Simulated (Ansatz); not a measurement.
Run report: CoSi, geometry relaxation (part 1 of 2)

System: CoSi (Pm-3m, 2 atoms in the cell).
Method: DFT, PBE, PAW with Ansatz's default frozen-core files, scalar-relativistic, no spin polarisation (Ansatz 0.2.0).

The structure was built on a prototype by a generator; it need not be a known phase. It belongs to a series of runs on one base structure; here: cell relaxed at zero pressure.

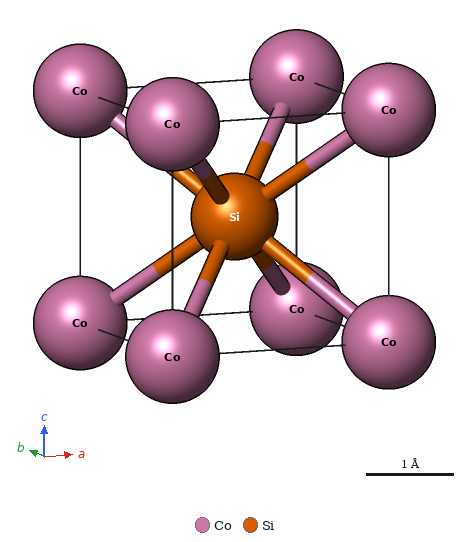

The structure as given in the input (ball-and-stick view of the cell of the calculation, seen slightly off an axis).

**Results in brief**

```json
{"quantity": "outcome", "value": "converged"}
{"quantity": "space group (tolerance 0.01 Å)", "value": "Pm-3m (221)"}
{"quantity": "electrons treated", "value": "21"}
{"quantity": "free energy", "value": "−5762.7735 eV"}
{"quantity": "Fermi energy", "value": "17.388 eV"}
{"quantity": "pressure", "value": "0.00 GPa"}
{"quantity": "final volume", "value": "21.49 Å³"}
{"quantity": "largest force (length of the vector) at the end", "value": "under 0.001 eV/Å"}
{"quantity": "final cell", "value": "a = 2.780 Å, b = 2.780 Å, c = 2.780 Å, α = 90.00°, β = 90.00°, γ = 90.00°"}
{"quantity": "hardware", "value": "1 thread of Arm Neoverse V1, 24 GiB of memory available, shared host"}
{"quantity": "wall time", "value": "18 s"}
{"quantity": "peak memory", "value": "0.34 GiB"}
```

The run has no spin polarisation, so a magnetic state may lie lower.

**Input**
```yaml
crystal:
  lattice:
    - [2.7144176166, 0.0, 0.0]
    - [0.0, 2.7144176166, 0.0]
    - [0.0, 0.0, 2.7144176166]
  atoms:
    - { symbol: Co, position: [0.0, 0.0, 0.0] }
    - { symbol: Si, position: [0.5, 0.5, 0.5] }
kpoints:
  mp_grid: { grid: [14, 14, 14] }
scf:
  occupations: { method: fermi_dirac, width: 0.1 }
hamiltonian:
  xc: pbe
  pseudopotentials: { kind: paw }
output:
  forces: true
  stress: true
  write_density: true
  write_potential: true
  elf: true
  volumetric_format: npy
relax:
  f_tol: 0.005
  max_steps: 40
  cell: {}
```

Run as:
```bash
ansatz run input.yaml --threads 1 --pin off --max-ram 2048MiB --backend cpu --events-out ev --progress --plain --runs-dir out
```

**The program's output**
```
Engine: ansatz 0.2.0, aarch64-unknown-linux-gnu
Pseudopotentials: kind: paw
Pseudopotential: Co, paw, valence charge 17, recommended cutoff 420 eV (normal), Co.paw.azcp
Pseudopotential: Si, paw, valence charge 4, recommended cutoff 420 eV (normal), Si.paw.azcp
Functional definition: PBE
  parameter kappa = 0.804
  parameter beta = 0.06672455060314922
  exchange = pbe_x(kappa = kappa, mu = beta*pi^2/3)
  correlation = pbe_c(beta = beta)
Crystal: 2 atoms, lattice volume = 20.000 Å³
Basis set: ecut = 420 eV, 389 PW (Γ), exchange–correlation on 40×40×40 points (8 copies of the dense FFT grid, shifted against one another)
Bands: 15, of which v1, the nominal top of the filled ones, is band 11 counted from 1 (10 counted from 0)
Symmetry: 48 space group operations
Space group: Pm-3m (ITA 221), of the structure as read, at distance tolerance 2.7e-5 Å
k-points: 120 of 2744
Non-local potential: Co, projectors of the file, l = 0: 3, l = 1: 2, l = 2: 3, l = 3: 1
Non-local potential: Si, projectors of the file, l = 0: 2, l = 1: 2, l = 2: 2
PAW form: soft (Blöchl's): semilocal exchange-correlation on the pseudo side does not see the compensation charge
PAW one-centre angular grid: Co, 590 points (default); XC on 64 Gauss nodes
PAW one-centre angular grid: Si, 110 points (default); XC on 64 Gauss nodes
Initial density: superposition of atomic densities (neutral atoms: chi_scale 0, normalization atom), corrected by the library's trained network
Initial wavefunctions: pseudopotential atomic-orbital guess
Functional: x = pbe(κ = 0.804, μ = 0.2195149727645171), c = pbe(β = 0.06672455060314922)
SCF iter   1: F=—  HF=-5762.696186 eV  |F-HF|=—  |Δ(HF+E_count)|=         —  Δρ=8.10e-3  dr2=3.19e-3  ethr=1.77e-3  ⟨swp⟩=4.8  Hψ=8748  notcnv=0
preconditioner: auto → none  [metal: Δε(μ)=0.031 eV  Ē_g=9.977 eV  σ=0.100 eV  W_gap=0.08  n_scr=6 (ndim 8)  ℏωp=29.9 eV  f_vac=0.000  D(μ)=1.88/eV (n_scr^D=26)  sad-step TF]
SCF iter   2: F=—  HF=-5762.695614 eV  |F-HF|=—  |Δ(HF+E_count)|=   5.72e-4  Δρ=4.25e-3  dr2=9.51e-4  ethr=1.52e-5  ⟨swp⟩=2.2  Hψ=3500  notcnv=0
SCF iter   3: F=—  HF=-5762.695330 eV  |F-HF|=—  |Δ(HF+E_count)|=   2.84e-4  Δρ=3.38e-4  dr2=1.59e-5  ethr=4.53e-6  ⟨swp⟩=2.4  Hψ=3025  notcnv=0
SCF iter   4: F=—  HF=-5762.695334 eV  |F-HF|=—  |Δ(HF+E_count)|=   3.92e-6  Δρ=5.08e-5  dr2=1.35e-7  ethr=7.58e-8  ⟨swp⟩=2.0  Hψ=2508  notcnv=0
iter 5 did not close the SCF: its close was put off for the readings that it lacked (scf_convergence_deferred on its scf_iter line)
SCF iter   5: F=-5762.695334 eV  HF=-5762.695334 eV  |F-HF|=1.51e-9  |Δ(HF+E_count)|=   7.67e-8  Δρ=9.96e-6  dr2=1.22e-8  ethr=6.43e-10  ⟨swp⟩=2.1  Hψ=3026  notcnv=0
SCF iter   6: F=-5762.695334 eV  HF=-5762.695334 eV  |F-HF|=4.33e-10  |Δ(HF+E_count)|=   2.23e-9  Δρ=2.37e-6  dr2=6.31e-10  ethr=5.81e-11  ⟨swp⟩=5.1  Hψ=9064  notcnv=0
SCF 1 converged in 6 iterations: F = -5762.695334 eV  dr2 = 6.31e-10
  greatest PAW one-centre occupation: 1.001 electrons in one spin orbital (limit 2), on the Co atom at site 0 (counted from 0), in its partial waves of l = 1
relax step   1: F+E_penalty+E_count = -5762.69533386 eV  Δ(F+E_penalty+E_count) = +0.000e0 eV  max|allowed force component| = 3.616e-31 eV/Å  Δτ_max = 0.0000 Å  P = +17.909 GPa  Ω = 20.000 Å³  (6 SCF iters, dr2 threshold 1.00e-7 eV, accepted)
Crystal: 2 atoms, lattice volume = 20.679 Å³
Basis set: ecut = 420 eV, 437 PW (Γ), exchange–correlation on 40×40×40 points (8 copies of the dense FFT grid, shifted against one another)
Initial density: handed on by an earlier stage of this run
Initial wavefunctions: those handed on with the density
iter 1 solved again at ethr=7.70e-6 eV; its pass at ethr=3.10e-3 eV (dr2=1.62e-3 eV) is discarded
SCF iter   1: F=—  HF=-5762.751491 eV  |F-HF|=—  |Δ(HF+E_count)|=         —  Δρ=3.51e-3  dr2=1.69e-3  ethr=7.70e-6  ⟨swp⟩=1.0  Hψ=10788  notcnv=0
preconditioner: auto → none  [metal: Δε(μ)=0.036 eV  Ē_g=9.690 eV  σ=0.100 eV  W_gap=0.09  n_scr=6 (ndim 8)  ℏωp=29.4 eV  f_vac=0.000  D(μ)=1.95/eV (n_scr^D=26)]
SCF iter   2: F=—  HF=-5762.751049 eV  |F-HF|=—  |Δ(HF+E_count)|=   4.43e-4  Δρ=7.66e-4  dr2=8.63e-5  ethr=7.70e-6  ⟨swp⟩=2.3  Hψ=2577  notcnv=0
SCF iter   3: F=—  HF=-5762.751022 eV  |F-HF|=—  |Δ(HF+E_count)|=   2.72e-5  Δρ=2.21e-4  dr2=4.07e-6  ethr=4.11e-7  ⟨swp⟩=2.0  Hψ=2594  notcnv=0
SCF iter   4: F=—  HF=-5762.751026 eV  |F-HF|=—  |Δ(HF+E_count)|=   4.19e-6  Δρ=1.07e-4  dr2=1.21e-6  ethr=1.94e-8  ⟨swp⟩=2.0  Hψ=3078  notcnv=0
iter 5 did not close the SCF: its close was put off for the readings that it lacked (scf_convergence_deferred on its scf_iter line)
SCF iter   5: F=-5762.751026 eV  HF=-5762.751026 eV  |F-HF|=9.28e-11  |Δ(HF+E_count)|=   2.48e-8  Δρ=2.17e-6  dr2=3.33e-10  ethr=5.78e-9  ⟨swp⟩=2.0  Hψ=2947  notcnv=0
SCF iter   6: F=-5762.751026 eV  HF=-5762.751026 eV  |F-HF|=2.73e-12  |Δ(HF+E_count)|=  8.05e-10  Δρ=2.29e-7  dr2=7.88e-12  ethr=1.59e-12  ⟨swp⟩=4.2  Hψ=8890  notcnv=0
SCF 2 converged in 6 iterations: F = -5762.751026 eV  dr2 = 7.88e-12
  greatest PAW one-centre occupation: 1.000 electrons in one spin orbital (limit 2), on the Co atom at site 0 (counted from 0), in its partial waves of l = 1
relax step   2: F+E_penalty+E_count = -5762.75102586 eV  Δ(F+E_penalty+E_count) = -5.569e-2 eV  max|allowed force component| = 4.355e-31 eV/Å  Δτ_max = 0.0000 Å  P = +8.876 GPa  Ω = 20.679 Å³  energy of the carried Pulay correction = -4.404e-4 eV  (6 SCF iters, dr2 threshold 2.00e-7 eV, accepted)
Crystal: 2 atoms, lattice volume = 21.392 Å³
iter 1 solved again at ethr=8.00e-6 eV; its pass at ethr=3.10e-3 eV (dr2=1.68e-3 eV) is discarded
SCF iter   1: F=—  HF=-5762.772370 eV  |F-HF|=—  |Δ(HF+E_count)|=         —  Δρ=3.58e-3  dr2=1.79e-3  ethr=8.00e-6  ⟨swp⟩=1.0  Hψ=10747  notcnv=0
preconditioner: auto → none  [metal: Δε(μ)=0.041 eV  Ē_g=9.416 eV  σ=0.100 eV  W_gap=0.10  n_scr=6 (ndim 8)  ℏωp=28.9 eV  f_vac=0.000  D(μ)=2.02/eV (n_scr^D=26)]
SCF iter   2: F=—  HF=-5762.771886 eV  |F-HF|=—  |Δ(HF+E_count)|=   4.84e-4  Δρ=7.43e-4  dr2=8.58e-5  ethr=8.00e-6  ⟨swp⟩=2.4  Hψ=2621  notcnv=0
SCF iter   3: F=—  HF=-5762.771845 eV  |F-HF|=—  |Δ(HF+E_count)|=   4.03e-5  Δρ=2.25e-4  dr2=4.90e-6  ethr=4.09e-7  ⟨swp⟩=2.0  Hψ=2592  notcnv=0
SCF iter   4: F=—  HF=-5762.771848 eV  |F-HF|=—  |Δ(HF+E_count)|=   2.58e-6  Δρ=1.10e-4  dr2=1.31e-6  ethr=2.33e-8  ⟨swp⟩=2.0  Hψ=3077  notcnv=0
iter 5 did not close the SCF: its close was put off for the readings that it lacked (scf_convergence_deferred on its scf_iter line)
SCF iter   5: F=-5762.771848 eV  HF=-5762.771848 eV  |F-HF|=1.64e-11  |Δ(HF+E_count)|=   4.63e-8  Δρ=2.24e-6  dr2=1.98e-10  ethr=6.22e-9  ⟨swp⟩=2.0  Hψ=3004  notcnv=0
SCF iter   6: F=-5762.771848 eV  HF=-5762.771848 eV  |F-HF|=4.55e-12  |Δ(HF+E_count)|=  4.96e-10  Δρ=2.75e-7  dr2=1.28e-11  ethr=1.00e-12  ⟨swp⟩=4.1  Hψ=8941  notcnv=0
SCF 3 converged in 6 iterations: F = -5762.771848 eV  dr2 = 1.28e-11
relax step   3: F+E_penalty+E_count = -5762.77184793 eV  Δ(F+E_penalty+E_count) = -2.082e-2 eV  max|allowed force component| = 1.448e-31 eV/Å  Δτ_max = 0.0000 Å  P = +0.889 GPa  Ω = 21.392 Å³  energy of the carried Pulay correction = -8.876e-4 eV  (6 SCF iters, dr2 threshold 2.00e-7 eV, accepted)
Crystal: 2 atoms, lattice volume = 21.480 Å³
iter 1 solved again at ethr=1.25e-7 eV; its pass at ethr=3.10e-3 eV (dr2=2.63e-5 eV) is discarded
SCF iter   1: F=—  HF=-5762.772038 eV  |F-HF|=—  |Δ(HF+E_count)|=         —  Δρ=4.71e-4  dr2=3.01e-5  ethr=1.25e-7  ⟨swp⟩=2.0  Hψ=10449  notcnv=0
preconditioner: auto → none  [metal: Δε(μ)=0.040 eV  Ē_g=9.383 eV  σ=0.100 eV  W_gap=0.10  n_scr=6 (ndim 8)  ℏωp=28.9 eV  f_vac=0.000  D(μ)=2.04/eV (n_scr^D=26)]
SCF iter   2: F=—  HF=-5762.772033 eV  |F-HF|=—  |Δ(HF+E_count)|=   4.49e-6  Δρ=9.34e-5  dr2=1.32e-6  ethr=1.25e-7  ⟨swp⟩=2.3  Hψ=2562  notcnv=0
iter 3 did not close the SCF: its close was put off for the readings that it lacked (scf_convergence_deferred on its scf_iter line)
SCF iter   3: F=-5762.772032 eV  HF=-5762.772032 eV  |F-HF|=7.98e-9  |Δ(HF+E_count)|=   6.87e-7  Δρ=2.73e-5  dr2=6.38e-8  ethr=6.26e-9  ⟨swp⟩=2.0  Hψ=2586  notcnv=0
iter 4 did not close the SCF: its close was put off for the readings that it lacked (scf_convergence_deferred on its scf_iter line)
SCF iter   4: F=-5762.772032 eV  HF=-5762.772032 eV  |F-HF|=6.94e-9  |Δ(HF+E_count)|=   2.68e-8  Δρ=1.23e-5  dr2=1.59e-8  ethr=3.04e-10  ⟨swp⟩=2.0  Hψ=3071  notcnv=0
iter 5 did not close the SCF: its close was put off for the readings that it lacked (scf_convergence_deferred on its scf_iter line)
SCF iter   5: F=-5762.772032 eV  HF=-5762.772032 eV  |F-HF|=9.09e-13  |Δ(HF+E_count)|=  6.47e-10  Δρ=2.55e-7  dr2=2.87e-12  ethr=7.57e-11  ⟨swp⟩=2.1  Hψ=2828  notcnv=0
SCF iter   6: F=-5762.772032 eV  HF=-5762.772032 eV  |F-HF|=9.09e-13  |Δ(HF+E_count)|=  2.73e-12  Δρ=2.67e-8  dr2=1.49e-13  ethr=1.00e-12  ⟨swp⟩=4.1  Hψ=7608  notcnv=0
SCF 4 converged in 6 iterations: F = -5762.772032 eV  dr2 = 1.49e-13
relax step   4: F+E_penalty+E_count = -5762.77203240 eV  Δ(F+E_penalty+E_count) = -1.845e-4 eV  max|allowed force component| = 3.905e-31 eV/Å  Δτ_max = 0.0000 Å  P = -0.020 GPa  Ω = 21.480 Å³  energy of the carried Pulay correction = -9.420e-4 eV  (6 SCF iters, dr2 threshold 2.00e-7 eV, accepted)
Initial wavefunctions: pseudopotential atomic-orbital guess (no wavefunctions were taken with the density)
iter 1 solved again at ethr=1.49e-7 eV; its pass at ethr=3.10e-3 eV (dr2=3.14e-5 eV) is discarded
SCF iter   1: F=—  HF=-5762.773124 eV  |F-HF|=—  |Δ(HF+E_count)|=         —  Δρ=1.19e-3  dr2=1.10e-5  ethr=1.49e-7  ⟨swp⟩=3.0  Hψ=13633  notcnv=0
SCF iter   2: F=—  HF=-5762.773435 eV  |F-HF|=—  |Δ(HF+E_count)|=   3.11e-4  Δρ=6.06e-4  dr2=3.81e-6  ethr=5.25e-8  ⟨swp⟩=2.0  Hψ=3072  notcnv=0
SCF iter   3: F=—  HF=-5762.773535 eV  |F-HF|=—  |Δ(HF+E_count)|=   9.98e-5  Δρ=4.65e-5  dr2=1.93e-7  ethr=1.81e-8  ⟨swp⟩=2.0  Hψ=1920  notcnv=0
SCF iter   4: F=—  HF=-5762.773534 eV  |F-HF|=—  |Δ(HF+E_count)|=   1.07e-6  Δρ=1.24e-5  dr2=3.31e-9  ethr=9.20e-10  ⟨swp⟩=2.3  Hψ=2522  notcnv=0
SCF iter   5: F=—  HF=-5762.773534 eV  |F-HF|=—  |Δ(HF+E_count)|=   4.12e-8  Δρ=4.42e-7  dr2=2.24e-11  ethr=1.57e-11  ⟨swp⟩=2.5  Hψ=2632  notcnv=0
SCF iter   6: F=-5762.773534 eV  HF=-5762.773534 eV  |F-HF|=6.37e-12  |Δ(HF+E_count)|=  1.82e-12  Δρ=1.57e-7  dr2=4.58e-13  ethr=1.00e-12  ⟨swp⟩=5.0  Hψ=6939  notcnv=0
SCF 5 converged in 6 iterations: F = -5762.773534 eV  dr2 = 4.58e-13
relax step   5: F+E_penalty+E_count = -5762.77353425 eV  Δ(F+E_penalty+E_count) = -1.502e-3 eV  max|allowed force component| = 9.450e-32 eV/Å  Δτ_max = 0.0000 Å  P = +0.139 GPa  Ω = 21.480 Å³  stress off target by 1.39e-1 GPa  SCF on the basis re-selected at this cell (its energy is not comparable with the rows above)  (6 SCF iters)
basis re-selected at this cell: Δ(F+E_penalty+E_count) = -1.502e-3 eV, ΔP = +0.160 GPa vs the last step (what re-selecting the basis moved, of the pressure what is left beyond the Pulay correction that the steps carried, after the strain that the cell walked since its last selection, with what the two solves' SCF thresholds leave and, on support functions, any second-order correction that the steps lacked; it is no measure of the basis error at this ecutwfc). This SCF's stress stands 1.39e-1 GPa from its target on what of the cell is left free (relax.cell.stress_tol is 5.00e-2 GPa) and its largest allowed force component is 9.45e-32 eV/Å (relax.f_tol is 5.00e-3 eV/Å): not within both, so this SCF does not close the relaxation
Crystal: 2 atoms, lattice volume = 21.494 Å³
iter 1 solved again at ethr=2.26e-9 eV; its pass at ethr=3.10e-3 eV (dr2=4.75e-7 eV) is discarded
SCF iter   1: F=—  HF=-5762.773529 eV  |F-HF|=—  |Δ(HF+E_count)|=         —  Δρ=7.18e-5  dr2=6.93e-7  ethr=2.26e-9  ⟨swp⟩=2.0  Hψ=10453  notcnv=0
preconditioner: auto → none  [metal: Δε(μ)=0.040 eV  Ē_g=9.378 eV  σ=0.100 eV  W_gap=0.10  n_scr=6 (ndim 8)  ℏωp=28.9 eV  f_vac=0.000  D(μ)=2.04/eV (n_scr^D=26)]
iter 2 did not close the SCF: its close was put off for the readings that it lacked (scf_convergence_deferred on its scf_iter line)
SCF iter   2: F=-5762.773532 eV  HF=-5762.773532 eV  |F-HF|=2.76e-8  |Δ(HF+E_count)|=   2.99e-6  Δρ=1.42e-5  dr2=3.08e-8  ethr=2.26e-9  ⟨swp⟩=2.3  Hψ=2799  notcnv=0
iter 3 did not close the SCF: its close was put off for the readings that it lacked (scf_convergence_deferred on its scf_iter line)
SCF iter   3: F=-5762.773532 eV  HF=-5762.773532 eV  |F-HF|=6.18e-10  |Δ(HF+E_count)|=   1.24e-8  Δρ=4.31e-6  dr2=1.49e-9  ethr=1.46e-10  ⟨swp⟩=2.0  Hψ=2590  notcnv=0
iter 4 did not close the SCF: its close was put off for the readings that it lacked (scf_convergence_deferred on its scf_iter line)
SCF iter   4: F=-5762.773532 eV  HF=-5762.773532 eV  |F-HF|=1.81e-10  |Δ(HF+E_count)|=   1.08e-9  Δρ=1.79e-6  dr2=3.09e-10  ethr=7.11e-12  ⟨swp⟩=2.0  Hψ=3078  notcnv=0
iter 5 did not close the SCF: its close was put off for the readings that it lacked (scf_convergence_deferred on its scf_iter line)
SCF iter   5: F=-5762.773532 eV  HF=-5762.773532 eV  |F-HF|=0.00e0  |Δ(HF+E_count)|=  2.36e-11  Δρ=1.04e-7  dr2=1.96e-12  ethr=1.47e-12  ⟨swp⟩=2.3  Hψ=2559  notcnv=0
SCF iter   6: F=-5762.773532 eV  HF=-5762.773532 eV  |F-HF|=1.82e-12  |Δ(HF+E_count)|=  2.73e-12  Δρ=5.04e-8  dr2=6.24e-13  ethr=1.00e-12  ⟨swp⟩=4.0  Hψ=6958  notcnv=0
SCF 6 converged in 6 iterations: F = -5762.773532 eV  dr2 = 6.24e-13
relax step   6: F+E_penalty+E_count = -5762.77353220 eV  Δ(F+E_penalty+E_count) = +2.051e-6 eV  max|allowed force component| = 8.217e-32 eV/Å  Δτ_max = 0.0000 Å  P = +0.004 GPa  Ω = 21.494 Å³  energy of the carried Pulay correction = -8.120e-6 eV  (6 SCF iters, accepted)
iter 1 solved again at ethr=2.09e-7 eV; its pass at ethr=3.10e-3 eV (dr2=4.38e-5 eV) is discarded
```
